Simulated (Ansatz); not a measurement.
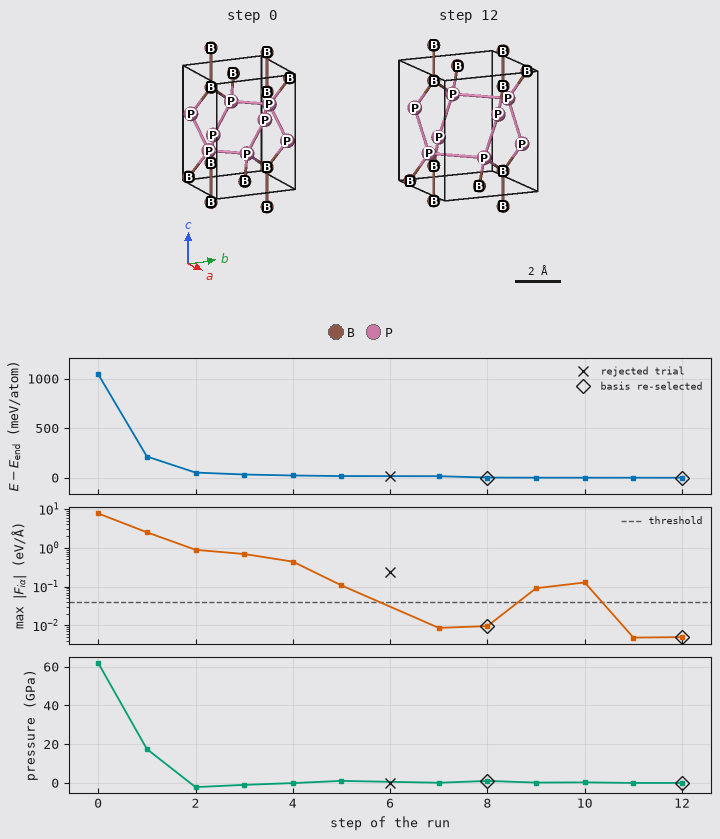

First and last geometry of a relaxation of a crystal of BP (a generated structure, set up in Cmme) (coarse preliminary run), with the history of the run. The picture is a ball-and-stick view of the cell of the calculation, seen slightly off an axis.

The calculation used Ansatz, DFT PBE, scalar-relativistic, plane waves, PAW.

Input file:
```yaml
crystal:
  lattice:
    - [2.67570863, -3.01503445, 0.0]
    - [2.67570863, 3.01503445, 0.0]
    - [0.0, 0.0, 5.30383166]
  atoms:
    - { symbol: B, position: [0.75, 0.75, 0.82809352] }
    - { symbol: B, position: [0.75, 0.75, 0.17190648] }
    - { symbol: B, position: [0.25, 0.25, 0.82809352] }
    - { symbol: B, position: [0.25, 0.25, 0.17190648] }
    - { symbol: P, position: [0.92037864, 0.42037864, 0.34692396] }
    - { symbol: P, position: [0.07962136, 0.57962136, 0.65307604] }
    - { symbol: P, position: [0.57962136, 0.07962136, 0.34692396] }
    - { symbol: P, position: [0.42037864, 0.92037864, 0.65307604] }
basis:
  ecutwfc: 420
kpoints:
  mp_grid: { grid: [4, 4, 4] }
hamiltonian:
  xc: pbe
scf:
  occupations: { method: gaussian, width: 0.1 }
  lower_state_search: "off"
output:
  forces: true
  stress: true
  eigenvalues: true
relax:
  adjacent_minimum: "off"
  f_tol: 0.04
  max_steps: 70
  cell: { stress_tol: 0.4 }
```

Launched with:
```bash
ansatz run input.yaml --threads 1 --pin off --max-ram 2560MiB --backend cpu --events-out ev --progress --plain --runs-dir out
```

Read the history and describe the run.

Answer. It converged. The largest moves relative to the cell, 0.26 Å, are those of P5, P6, P7 and P8. P8 goes along [1 1 1]. Largest moves by element: P 0.26 Å, B 0.14 Å. Cell: a = b 4.031 → 4.608 Å (+14.3 %), c 5.304 → 5.544 Å (+4.5 %), γ 96.8° → 88.1°. Volume +37.5 %. Near-neighbour distances that change, for instance: P5–P7 1.824 → 2.639 Å, P5–P6 1.834 → 2.154 Å, B1–B2 1.824 → 1.629 Å, B1–P6 1.821 → 1.885 Å. Among the angles between lasting bonds that change: P6–P8–P7 117.7° → 108.2°, B1–P8–B3 111.8° → 116.4°, B1–P8–P7 110.0° → 114.5°. The space group stays Cmme (No. 67). Over 9 accepted moves (12 points after the start) the energy falls by 1045 meV per atom. The largest force component goes from 7.7 to 0.005 eV/Å. Pressure: 61.95 GPa at the start and 0.00 GPa at the end. The line search rejected the trial step at point 6 of the run. At 2 points the geometry stayed and the basis and grid were re-selected for the new cell (energy shift of 13.9 meV per atom at most each time). The run took 61 s on 1 thread of Arm Neoverse V1, on a shared host, peak memory 0.37 GiB.

Limits of the set-up: the k-point mesh is coarse for a cell with partly filled bands.
